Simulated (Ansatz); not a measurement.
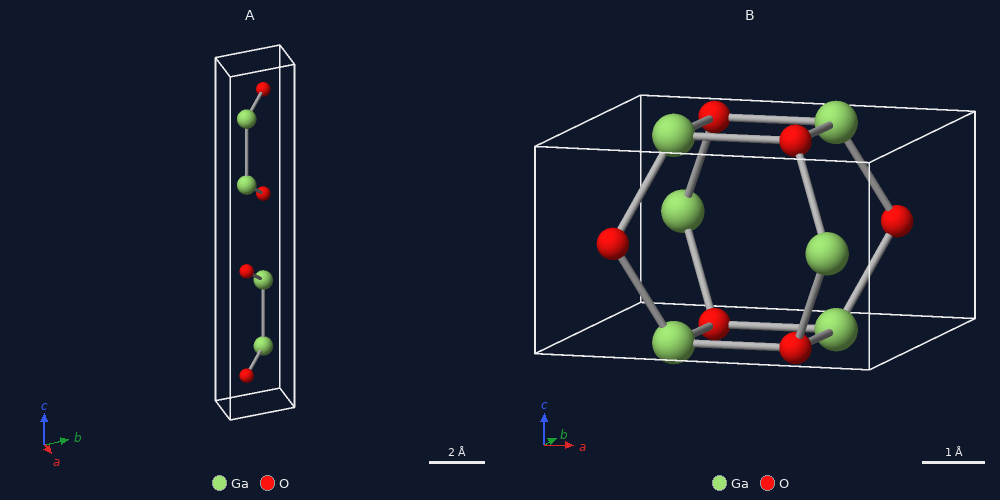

Two structures of GaO, each relaxed to rest (conventional cells in solid outline, small ones repeated, not to one scale). Method: DFT PBEsol, scalar-relativistic, plane waves, PAW (Ansatz 0.2.0), without spin polarisation.

**Identify the two structures.**

A: 8 atoms a cell on a primitive hexagonal lattice, P6_3/mmc. B: 8 atoms a cell on a primitive tetragonal lattice, P4_2/mnm.

**Which is the more stable form at this level of theory?**

A is lower, by 464 meV/atom at this level of theory (energies at zero smearing). Volumes: A 13.1, B 14.2 Å³/atom.

One or both may be structure types tried for this composition rather than known phases.
